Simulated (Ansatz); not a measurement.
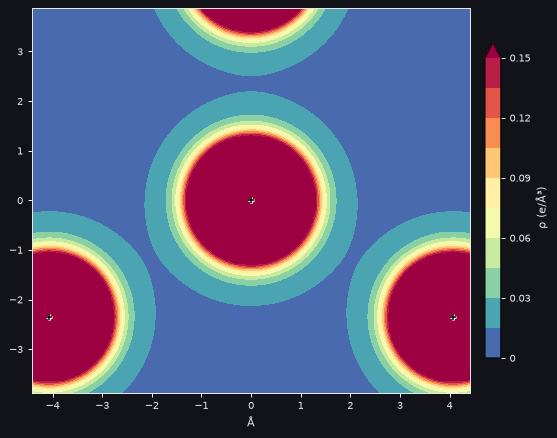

The valence electron density on a plane through atoms (crosses mark nuclei in the plane).

These are results of DFT, RPBE, plane waves (420 eV) with PAW, scalar-relativistic in Ansatz 0.2.0, not measurements.

Candidates:
A. Lu, a = 5.30 Å, b = 5.30 Å, c = 3.31 Å, α = 90.00°, β = 90.00°, γ = 120.00°. Space group P6/mmm; set up as Lu, omega (AlB2-type); a generated structure, not necessarily the stable one; changed on purpose from its base cell (volume × 0.88); computed pressure about 6 GPa in this cell; computed without spin polarisation.
B. Rb, a = 8.14 Å, b = 8.14 Å, c = 4.87 Å, α = 90.00°, β = 90.00°, γ = 120.00°. Space group P6/mmm; set up as Rb, omega (AlB2-type); a generated structure, not necessarily the stable one; changed on purpose from its base cell (volume × 0.92); computed without spin polarisation.
C. Ti, a = 5.82 Å, b = 5.82 Å, c = 5.82 Å, α = 90.00°, β = 90.00°, γ = 90.00°. Space group Fd-3m; set up as Ti, diamond; a generated structure, not necessarily the stable one; changed on purpose from its base cell (volume × 1.0); computed without spin polarisation.

> Which candidate gave the map?

Candidate B: Rb on the (001) plane of the conventional cell, which holds Rb. Rb–Rb (4.70 Å): ρ is about 0.01 e/Å³ halfway.
